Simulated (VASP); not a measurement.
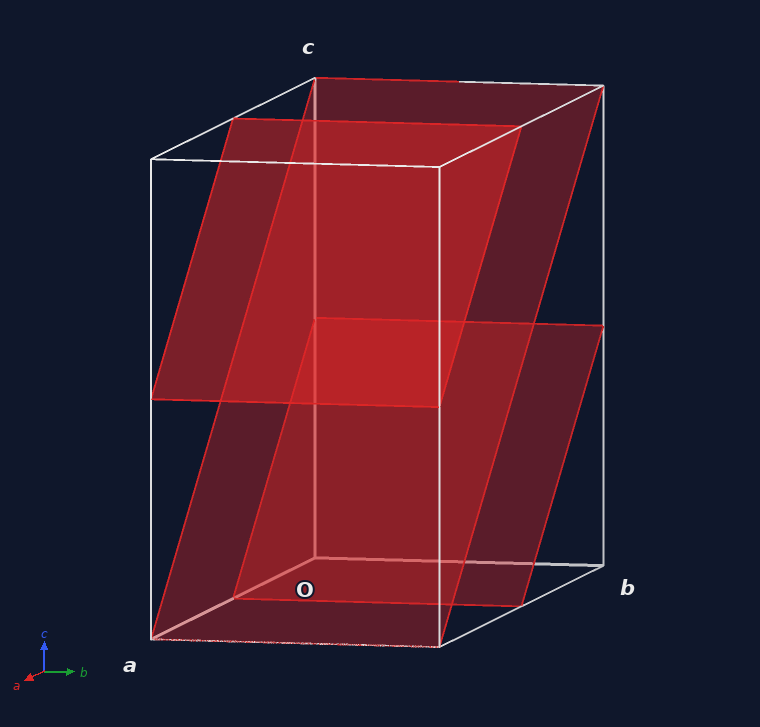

For TaS2, coordinates from a relaxation with VASP Kohn-Sham DFT of a periodic cell, vdW-DF-cx, VASP PAW PBE potentials, recommended in VASP 6.6.1: every member of one family of equally spaced planes, hx + ky + lz = a whole number, that cuts the unit cell is shaded (one member passes through the origin O, touching the cell only at an edge or corner). The drawing is computed from the coordinates (standard cell, symmetry found to 0.002 Å).

a = 3.329 Å, b = 3.329 Å, c = 5.878 Å, α = 90.00°, β = 90.00°, γ = 120.00°.

> Index the planes.

(2 0 2), in four indices (2 0 −2 2); the opposite sign names the same planes. The member next to the origin meets the axes a at 1/2, b never, c at 1/2.

> What is the spacing?

d = 1.294 Å.

> The space group is No. 164, P-3m1. How many reflections hkl are equivalent to this one (itself included), and does it occur?

6 reflections are equivalent in the Laue class -3m. The space group allows the reflection.
